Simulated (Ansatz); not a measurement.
Geometry relaxation of TiSi6 (part 1 of 3)

TiSi6 (slab, 7 atoms in the cell), computed with DFT PBEsol, scalar-relativistic, plane waves, PAW, spin-polarised (Ansatz 0.2.0).

The structure derives from a Materials Project entry. The input holds or restrains some coordinates. Forces given for the steps count only the free coordinates. It belongs to a series of runs on one base structure; here: Ti put at a bridge Si-Si site. Figures and captions count atoms from 1; the log counts them from 0 in places.

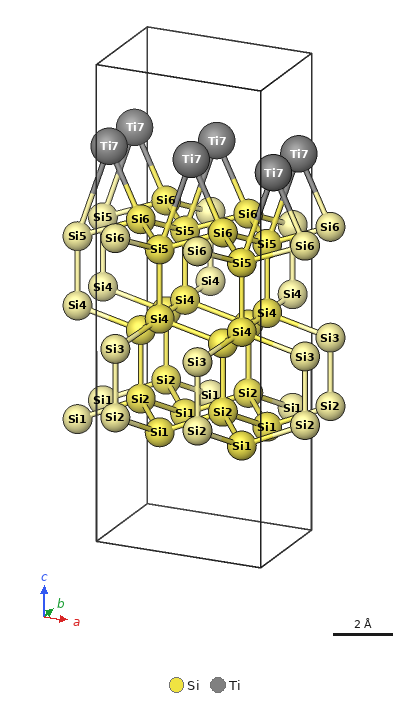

Figure 1. The starting structure (ball-and-stick view of the 2 × 2 repeat of the cell, with the vacuum cut short, seen slightly off an axis; neighbours outside the cell are drawn fainter; atoms are numbered from 1 in the order of the input). An atom can appear more than once, as a periodic image. Near neighbours in the periodic cell (some may lie outside the picture): Si has 3 Si at 2.35 Å; Si has 4 Si at 2.34 to 2.39 Å; Si has 4 Si at 2.31 to 2.39 Å and 1 Ti at 3.34 Å; Si has 3 Si at 2.31 Å and 1 Ti at 2.71 Å; Ti has 2 Si at 2.71 to 3.34 Å.

### Input
```yaml
crystal:
  lattice:
    - [3.824888353, 0.0, 0.0]
    - [-1.9124441765, 3.3124504803, 0.0]
    - [0.0, 0.0, 26.1211317404]
  atoms:
    - { symbol: Si, position: [0.6666666667, 0.3333333333, 0.3254070339] }
    - { symbol: Si, position: [0.3333333333, 0.6666666667, 0.3559122529] }
    - { symbol: Si, position: [0.3333333333, 0.6666666667, 0.44646421] }
    - { symbol: Si, position: [0.6666666667, 0.3333333333, 0.4756407795] }
    - { symbol: Si, position: [0.6666666667, 0.3333333333, 0.5672640833] }
    - { symbol: Si, position: [0.3333333333, 0.6666666667, 0.5929366605] }
    - { symbol: Ti, position: [0.0, 0.5, 0.687878948], spin: 2.0 }
basis:
  ecutwfc: 420
kpoints:
  mp_grid: { grid: [9, 9, 1] }
hamiltonian:
  xc: pbesol
scf:
  occupations: { method: gaussian, width: 0.05 }
output:
  forces: true
  eigenvalues: true
  populations: true
  write_density: true
  write_potential: true
  elf: true
  volumetric_format: npy
magnetization:
  spin_polarized: true
relax:
  adjacent_minimum: "off"
  f_tol: 0.03
  max_steps: 70
  constraints: [{ sites: [0, 1, 2] }]
efield:
  axis: 3
  dipole_correction: true
  ramp_width: 0.04
```

Machine: 1 thread of Intel Xeon (Sapphire Rapids), 64 GiB of memory available, shared host.

Run as:
```bash
ansatz run input.yaml --threads 1 --pin off --max-ram 2560MiB --backend cpu --events-out ev --progress --plain --runs-dir out
```

### The program's output
```
Engine: ansatz 0.2.0, x86_64-unknown-linux-gnu
Pseudopotentials: kind: paw
Pseudopotential: Si, paw, valence charge 4, recommended cutoff 420 eV (normal), Si.paw.azcp
Pseudopotential: Ti, paw, valence charge 12, recommended cutoff 420 eV (normal), Ti.paw.azcp
Functional definition: PBEsol
  exchange = pbesol_x
  correlation = pbesol_c
Crystal: 7 atoms, lattice volume = 330.948 Å³
Basis set: ecut = 420 eV, 6459 PW (Γ), exchange–correlation on 54×54×360 points (8 copies of the dense FFT grid, shifted against one another)
Bands: 26, of which v1, the nominal top of the filled ones, is band 18 counted from 1 (17 counted from 0)
Symmetry: 2 space group operations
k-points: 25 of 81 (time reversal used)
Non-local potential: Si, projectors of the file, l = 0: 2, l = 1: 2, l = 2: 2
Non-local potential: Ti, projectors of the file, l = 0: 3, l = 1: 2, l = 2: 3, l = 3: 1
PAW form: soft (Blöchl's): semilocal exchange-correlation on the pseudo side does not see the compensation charge
PAW frozen core: Si, regenerated for the run's functional, and the local potential with it (the file was generated under x = pbe(κ = 0.804, μ = 0.2195149727645171), c = pbe(β = 0.06672455060314922))
PAW frozen core: Ti, regenerated for the run's functional, and the local potential with it (the file was generated under x = pbe(κ = 0.804, μ = 0.2195149727645171), c = pbe(β = 0.06672455060314922))
PAW one-centre angular grid: Si, 110 points (default); XC on 64 Gauss nodes
PAW one-centre angular grid: Ti, 590 points (default); XC on 64 Gauss nodes
Initial density: superposition of atomic densities (neutral atoms: chi_scale 0, normalization atom)
Starting moments: Σ|m| = 2 μB on 1 of 7 sites
Initial wavefunctions: pseudopotential atomic-orbital guess
Functional: x = pbesol(κ = 0.804, μ = 0.12345679012345678), c = pbesol(β = 0.046)
SCF iter   1: F=—  HF=-6199.666424 eV  |F-HF|=—  |Δ(HF+E_count)|=         —  Δρ=1.85e-2 (↑1.85e-2 ↓1.47e-2)  dr2=2.94e1  dr2_m=1.04e-1  M=1.983 μB ∫|m|=2.087 μB  β_m=1.00  ethr=3.10e-3  p=-0.000 e·Å  D=-1.02e-6 V/Å  ΔV_dip=0.00 eV  dr2_dipole=1.64e1  V_vac-E_F(+/−)=6.06/6.06 eV  ⟨swp⟩=9.1  Hψ=8438  notcnv=0
Mixer restart at iter 1: flushing history
efield: sawtooth ramp at fractional position 0.9866 (placed from the atoms, in the widest stretch of the axis that holds none; the zero of the levels goes with the place), width 0.0400; the density the first Hamiltonian is built on has a dipole p = -0.000 e·Å; the dipole correction subtracts the counter field D = -1.02e-6 V/Å, which shifts the + side's vacuum level by +0.00 eV against the − side's; the planar-averaged density in the ramp window peaks in size at 1.5e-6 e/Å³
preconditioner: auto → LDOS  [metal: Δε(μ)=0.008 eV  Ē_g=6.529 eV  σ=0.050 eV  W_gap=0.09  n_scr=14 (ndim 8)  ℏωp=10.8 eV  f_vac=0.462  D(μ)=5.30/eV (n_scr^D=14)]
spin=Collinear: LDOS preconditioning applied to the charge; magnetization (m = ρ↑ − ρ↓) channel mixes plain (no charge-response kernel on spin).
SCF iter   2: F=—  HF=-6198.706360 eV  |F-HF|=—  |Δ(HF+E_count)|=   9.60e-1  Δρ=1.11e-2 (↑9.93e-3 ↓1.11e-2)  dr2=6.76e0  dr2_m=1.01e-2  M=2.115 μB ∫|m|=2.384 μB  β_m=0.46  ethr=3.10e-3  p=0.059 e·Å  D=3.24e-2 V/Å  ΔV_dip=-0.85 eV  dr2_dipole=2.04e0  V_vac-E_F(+/−)=5.08/5.93 eV  ⟨swp⟩=2.1  Hψ=2083  notcnv=0  defer=86
density mixer auto → msr1: a metal under ldos (density of states about μ 1.42 of a free-electron gas's, 14 screened modes)
SCF iter   3: F=—  HF=-6198.246877 eV  |F-HF|=—  |Δ(HF+E_count)|=   4.59e-1  Δρ=6.73e-3 (↑5.94e-3 ↓6.73e-3)  dr2=3.29e0  dr2_m=7.08e-2  M=2.369 μB ∫|m|=2.664 μB  β_m=0.73  ethr=3.10e-3  p=0.114 e·Å  D=6.21e-2 V/Å  ΔV_dip=-1.62 eV  dr2_dipole=1.58e0  V_vac-E_F(+/−)=3.93/5.55 eV  ⟨swp⟩=3.0  Hψ=2079  notcnv=0  defer=104
SCF iter   4: F=—  HF=-6198.210379 eV  |F-HF|=—  |Δ(HF+E_count)|=   3.65e-2  Δρ=2.98e-3 (↑2.72e-3 ↓2.98e-3)  dr2=4.47e-1  dr2_m=9.11e-3  M=2.410 μB ∫|m|=2.641 μB  β_m=0.68  ethr=3.10e-3  p=0.077 e·Å  D=4.20e-2 V/Å  ΔV_dip=-1.10 eV  dr2_dipole=8.35e-3  V_vac-E_F(+/−)=4.25/5.34 eV  ⟨swp⟩=2.0  Hψ=1870  notcnv=0  defer=95
SCF iter   5: F=—  HF=-6198.199205 eV  |F-HF|=—  |Δ(HF+E_count)|=   1.12e-2  Δρ=1.52e-3 (↑1.52e-3 ↓1.41e-3)  dr2=2.26e-1  dr2_m=3.05e-3  M=2.471 μB ∫|m|=2.715 μB  β_m=0.84  ethr=1.24e-3  p=0.077 e·Å  D=4.19e-2 V/Å  ΔV_dip=-1.10 eV  dr2_dipole=5.62e-2  V_vac-E_F(+/−)=4.11/5.20 eV  ⟨swp⟩=2.0  Hψ=1498  notcnv=0  defer=100
SCF iter   6: F=—  HF=-6198.197226 eV  |F-HF|=—  |Δ(HF+E_count)|=         —  Δρ=9.77e-4 (↑9.77e-4 ↓5.04e-4)  dr2=4.06e-2  dr2_m=7.83e-4  M=2.518 μB ∫|m|=2.921 μB  β_m=0.84  ethr=6.29e-4  p=0.092 e·Å  D=5.05e-2 V/Å  ΔV_dip=-1.32 eV  dr2_dipole=2.48e-2  V_vac-E_F(+/−)=3.71/5.03 eV  ⟨swp⟩=2.2  Hψ=1685  notcnv=0  defer=100
SCF iter   7: F=—  HF=-6198.200743 eV  |F-HF|=—  |Δ(HF+E_count)|=   3.52e-3  Δρ=1.02e-3 (↑1.02e-3 ↓7.12e-4)  dr2=6.06e-3  dr2_m=2.07e-3  M=2.404 μB ∫|m|=3.069 μB  β_m=0.41  ethr=1.13e-4  p=0.092 e·Å  D=5.03e-2 V/Å  ΔV_dip=-1.31 eV  dr2_dipole=2.44e-3  V_vac-E_F(+/−)=3.68/4.99 eV  ⟨swp⟩=2.0  Hψ=1718  notcnv=0  defer=99
SCF iter   8: F=—  HF=-6198.221518 eV  |F-HF|=—  |Δ(HF+E_count)|=         —  Δρ=1.89e-3 (↑1.89e-3 ↓1.68e-3)  dr2=2.81e-3  dr2_m=9.41e-3  M=2.120 μB ∫|m|=3.333 μB  β_m=0.92  ethr=1.68e-5  p=0.092 e·Å  D=5.03e-2 V/Å  ΔV_dip=-1.31 eV  dr2_dipole=7.03e-4  V_vac-E_F(+/−)=3.67/4.98 eV  ⟨swp⟩=2.4  Hψ=1962  notcnv=0  defer=100
SCF iter   9: F=—  HF=-6198.245184 eV  |F-HF|=—  |Δ(HF+E_count)|=   2.37e-2  Δρ=1.48e-3 (↑1.48e-3 ↓9.17e-4)  dr2=2.00e-2  dr2_m=4.08e-3  M=2.009 μB ∫|m|=3.538 μB  β_m=0.30  ethr=7.80e-6  p=0.092 e·Å  D=5.03e-2 V/Å  ΔV_dip=-1.31 eV  dr2_dipole=1.35e-2  V_vac-E_F(+/−)=3.64/4.95 eV  ⟨swp⟩=3.4  Hψ=2778  notcnv=0  defer=100  recentre
SCF iter  10: F=—  HF=-6198.244990 eV  |F-HF|=—  |Δ(HF+E_count)|=   1.94e-4  Δρ=1.46e-3 (↑1.46e-3 ↓1.06e-3)  dr2=1.91e-2  dr2_m=4.28e-3  M=2.015 μB ∫|m|=3.531 μB  β_m=0.19  ethr=7.80e-6  p=0.092 e·Å  D=5.04e-2 V/Å  ΔV_dip=-1.32 eV  dr2_dipole=1.37e-2  V_vac-E_F(+/−)=3.62/4.93 eV  ⟨swp⟩=2.0  Hψ=2430  notcnv=0  defer=103
SCF iter  11: F=—  HF=-6198.253854 eV  |F-HF|=—  |Δ(HF+E_count)|=   8.86e-3  Δρ=6.78e-4 (↑6.78e-4 ↓2.65e-4)  dr2=1.78e-2  dr2_m=4.84e-4  M=2.000 μB ∫|m|=3.622 μB  β_m=0.52  ethr=7.80e-6  p=0.088 e·Å  D=4.82e-2 V/Å  ΔV_dip=-1.26 eV  dr2_dipole=1.31e-2  V_vac-E_F(+/−)=3.64/4.90 eV  ⟨swp⟩=3.0  Hψ=2349  notcnv=0  defer=105
SCF iter  12: F=—  HF=-6198.255020 eV  |F-HF|=—  |Δ(HF+E_count)|=   1.17e-3  Δρ=5.64e-4 (↑3.60e-4 ↓5.64e-4)  dr2=1.35e-2  dr2_m=5.44e-4  M=1.998 μB ∫|m|=3.686 μB  β_m=0.68  ethr=7.80e-6  p=0.085 e·Å  D=4.63e-2 V/Å  ΔV_dip=-1.21 eV  dr2_dipole=9.54e-3  V_vac-E_F(+/−)=3.64/4.85 eV  ⟨swp⟩=2.9  Hψ=2267  notcnv=0  defer=105
SCF iter  13: F=—  HF=-6198.254954 eV  |F-HF|=—  |Δ(HF+E_count)|=   6.62e-5  Δρ=4.49e-4 (↑2.75e-4 ↓4.49e-4)  dr2=6.87e-3  dr2_m=3.60e-4  M=1.999 μB ∫|m|=3.684 μB  β_m=0.80  ethr=7.80e-6  p=0.084 e·Å  D=4.62e-2 V/Å  ΔV_dip=-1.21 eV  dr2_dipole=4.73e-3  V_vac-E_F(+/−)=3.64/4.85 eV  ⟨swp⟩=1.0  Hψ=1316  notcnv=0  defer=105
SCF iter  14: F=—  HF=-6198.255355 eV  |F-HF|=—  |Δ(HF+E_count)|=   4.01e-4  Δρ=1.37e-4 (↑1.37e-4 ↓1.06e-4)  dr2=2.96e-4  dr2_m=3.63e-5  M=2.000 μB ∫|m|=3.650 μB  β_m=0.80  ethr=7.80e-6  p=0.083 e·Å  D=4.54e-2 V/Å  ΔV_dip=-1.19 eV  dr2_dipole=1.65e-4  V_vac-E_F(+/−)=3.66/4.84 eV  ⟨swp⟩=2.1  Hψ=1931  notcnv=0  defer=105
SCF iter  15: F=—  HF=-6198.255360 eV  |F-HF|=—  |Δ(HF+E_count)|=   5.68e-6  Δρ=9.87e-5 (↑8.96e-5 ↓9.87e-5)  dr2=9.66e-5  dr2_m=2.53e-5  M=1.999 μB ∫|m|=3.662 μB  β_m=0.83  ethr=8.23e-7  p=0.082 e·Å  D=4.48e-2 V/Å  ΔV_dip=-1.17 eV  dr2_dipole=7.10e-5  V_vac-E_F(+/−)=3.66/4.83 eV  ⟨swp⟩=2.2  Hψ=1988  notcnv=0  defer=105
SCF iter  16: F=—  HF=-6198.255428 eV  |F-HF|=—  |Δ(HF+E_count)|=   6.71e-5  Δρ=1.97e-5 (↑1.97e-5 ↓9.49e-6)  dr2=6.73e-6  dr2_m=3.74e-7  M=2.000 μB ∫|m|=3.652 μB  β_m=0.88  ethr=2.68e-7  p=0.082 e·Å  D=4.47e-2 V/Å  ΔV_dip=-1.17 eV  dr2_dipole=2.59e-6  V_vac-E_F(+/−)=3.66/4.83 eV  ⟨swp⟩=2.0  Hψ=1991  notcnv=0  defer=103
SCF iter  17: F=-6198.255428 eV  HF=-6198.255429 eV  |F-HF|=1.01e-6  |Δ(HF+E_count)|=   1.24e-6  Δρ=1.27e-5 (↑1.27e-5 ↓1.05e-5)  dr2=1.51e-6  dr2_m=2.90e-7  M=1.999 μB ∫|m|=3.651 μB  ethr=1.87e-8  p=0.082 e·Å  D=4.46e-2 V/Å  ΔV_dip=-1.17 eV  dr2_dipole=4.82e-7  V_vac-E_F(+/−)=3.67/4.83 eV  ⟨swp⟩=21.7  Hψ=13771  notcnv=0
SCF 1 converged in 17 iterations: F = -6198.255428 eV  dr2 = 1.51e-6
  greatest PAW one-centre occupation: 0.999 electrons in one spin orbital (limit 2), on the Ti atom at site 6 (counted from 0), in its partial waves of l = 0
relax step   1: F+E_penalty+E_count = -6198.25542775 eV  Δ(F+E_penalty+E_count) = +0.000e0 eV  max|allowed force component| = 1.463e0 eV/Å  Δτ_max = 0.0000 Å  (17 SCF iters, dr2 threshold 2.25e-5 eV, accepted)
Initial density: handed on by an earlier stage of this run
Starting moments: Σ|m| = 2 μB on 1 of 7 sites; this step starts from the density that it was given
Initial wavefunctions: those handed on with the density
iter 1 solved again at ethr=2.80e-4 eV; its pass at ethr=3.10e-3 eV (dr2=1.01e-1 eV) is discarded
SCF iter   1: F=—  HF=-6198.466794 eV  |F-HF|=—  |Δ(HF+E_count)|=         —  Δρ=5.17e-3 (↑5.17e-3 ↓4.29e-3)  dr2=1.02e-1  dr2_m=4.50e-2  M=1.999 μB ∫|m|=3.638 μB  β_m=1.00  ethr=2.80e-4  p=0.082 e·Å  D=4.47e-2 V/Å  ΔV_dip=-1.17 eV  dr2_dipole=2.46e-4  V_vac-E_F(+/−)=3.64/4.80 eV  ⟨swp⟩=1.9  Hψ=6445  notcnv=0  defer=98
efield: sawtooth ramp at fractional position 0.9866 (handed on by an earlier solve), width 0.0400; the density the first Hamiltonian is built on has a dipole p = 0.082 e·Å; the dipole correction subtracts the counter field D = 4.47e-2 V/Å, which shifts the + side's vacuum level by -1.17 eV against the − side's; the planar-averaged density in the ramp window peaks in size at 1.6e-6 e/Å³
preconditioner: auto → LDOS  [metal: Δε(μ)=0.005 eV  Ē_g=6.082 eV  σ=0.050 eV  W_gap=0.05  n_scr=14 (ndim 8)  ℏωp=10.8 eV  f_vac=0.474  D(μ)=5.75/eV (n_scr^D=14)]
spin=Collinear: LDOS preconditioning applied to the charge; magnetization (m = ρ↑ − ρ↓) channel mixes plain (no charge-response kernel on spin).
SCF iter   2: F=—  HF=-6198.509264 eV  |F-HF|=—  |Δ(HF+E_count)|=   4.25e-2  Δρ=2.40e-3 (↑2.40e-3 ↓1.83e-3)  dr2=3.97e-2  dr2_m=1.00e-3  M=1.997 μB ∫|m|=3.633 μB  β_m=0.35  ethr=2.80e-4  p=0.084 e·Å  D=4.61e-2 V/Å  ΔV_dip=-1.21 eV  dr2_dipole=7.06e-4  V_vac-E_F(+/−)=3.60/4.80 eV  ⟨swp⟩=2.4  Hψ=2491  notcnv=0  defer=103
density mixer auto → msr1: a metal under ldos (density of states about μ 1.25 of a free-electron gas's, 14 screened modes)
SCF iter   3: F=—  HF=-6198.506491 eV  |F-HF|=—  |Δ(HF+E_count)|=   2.77e-3  Δρ=1.43e-3 (↑1.38e-3 ↓1.43e-3)  dr2=1.00e-2  dr2_m=1.85e-3  M=1.995 μB ∫|m|=3.629 μB  β_m=0.67  ethr=1.10e-4  p=0.088 e·Å  D=4.79e-2 V/Å  ΔV_dip=-1.25 eV  dr2_dipole=1.10e-3  V_vac-E_F(+/−)=3.56/4.81 eV  ⟨swp⟩=2.1  Hψ=1694  notcnv=0  defer=104
SCF iter   4: F=—  HF=-6198.510758 eV  |F-HF|=—  |Δ(HF+E_count)|=   4.27e-3  Δρ=2.90e-4 (↑2.90e-4 ↓1.21e-4)  dr2=5.27e-4  dr2_m=6.37e-5  M=1.996 μB ∫|m|=3.637 μB  β_m=0.83  ethr=2.78e-5  p=0.092 e·Å  D=5.02e-2 V/Å  ΔV_dip=-1.31 eV  dr2_dipole=2.07e-4  V_vac-E_F(+/−)=3.51/4.82 eV  ⟨swp⟩=2.1  Hψ=2186  notcnv=0  defer=104
SCF iter   5: F=—  HF=-6198.511065 eV  |F-HF|=—  |Δ(HF+E_count)|=   3.07e-4  Δρ=1.10e-4 (↑1.10e-4 ↓4.91e-5)  dr2=1.20e-4  dr2_m=9.44e-6  M=1.997 μB ∫|m|=3.642 μB  β_m=0.86  ethr=1.46e-6  p=0.093 e·Å  D=5.07e-2 V/Å  ΔV_dip=-1.32 eV  dr2_dipole=4.00e-6  V_vac-E_F(+/−)=3.51/4.83 eV  ⟨swp⟩=2.2  Hψ=2109  notcnv=0  defer=104
SCF iter   6: F=-6198.511038 eV  HF=-6198.511100 eV  |F-HF|=6.24e-5  |Δ(HF+E_count)|=   3.56e-5  Δρ=8.55e-5 (↑8.55e-5 ↓2.27e-5)  dr2=6.33e-5  dr2_m=4.99e-6  M=1.997 μB ∫|m|=3.645 μB  ethr=2.78e-7  p=0.093 e·Å  D=5.10e-2 V/Å  ΔV_dip=-1.33 eV  dr2_dipole=1.29e-5  V_vac-E_F(+/−)=3.50/4.83 eV  ⟨swp⟩=18.9  Hψ=13667  notcnv=0
SCF 2 converged in 6 iterations: F = -6198.511038 eV  dr2 = 6.33e-5
relax step   2: F+E_penalty+E_count = -6198.51103782 eV  Δ(F+E_penalty+E_count) = -2.556e-1 eV  max|allowed force component| = 9.175e-1 eV/Å  Δτ_max = 0.1941 Å  (6 SCF iters, dr2 threshold 1.00e-4 eV, accepted)
[... from here on the SCF iterations and repeated set-up lines of each step are left out, up to the last step ...]
SCF 3 converged in 7 iterations: F = -6198.788420 eV  dr2 = 3.50e-6
```
